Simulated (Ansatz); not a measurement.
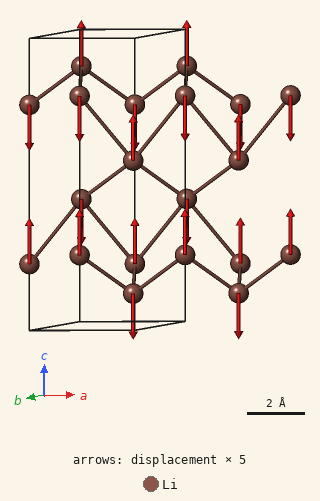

This is a relaxation of crystalline Li (built on the grey arsenic (A7)_166 type) (coarse preliminary run). The starting structure is drawn; red arrows show the displacements (the part carried along by the change of the cell is left out), 5 times their true length.

A ball-and-stick model of the conventional cell (3 times the calculation's cell), repeated 2 × 1 × 1 with one cell outlined, seen from a free direction. Lengths and directions refer to the drawn axes.

Case: grey arsenic (A7) type (R-3m, No. 166).

All numbers below come from DFT PBE, scalar-relativistic, plane waves, PAW (Ansatz). Set-up: plane-wave cutoff 420 eV; k-point mesh 6 × 6 × 6; occupations gaussian; smearing width 0.1 eV; no spin polarisation; cell and atoms relaxed; force threshold 0.04 eV/Å; at most 70 steps.

Describe the change and its energy.

The largest moves relative to the cell, 0.33 Å, are those of Li atoms. The volume changes by −5.9 %, with a = b 3.757 → 3.072 Å (−18.2 %), c 10.450 → 14.705 Å (+40.7 %). Among the contacts that change: Li–Li 3.757 → 3.072 Å, Li–Li 2.515 → 3.026 Å, Li–Li 3.097 → 3.024 Å. Among the angles between lasting bonds that change: Li–Li–Li 96.7° → 61.0°, Li–Li–Li 93.4° → 119.0°, Li–Li–Li 164.8° → 180.0°. The space group stays R-3m (No. 166). The energy falls by 0.410 eV per cell of the calculation in 11 accepted moves (14 points after the start). Largest force component: 0.79 eV/Å at the start, 0.0022 eV/Å at the end. The pressure goes from 0.10 to 0.22 GPa. The line search rejected the trial step at point 12 of the run. The SCF was repeated twice at an unchanged geometry on a basis and grid sized afresh for the cell, which shifted the energy by 12.1 meV per cell of the calculation at most.
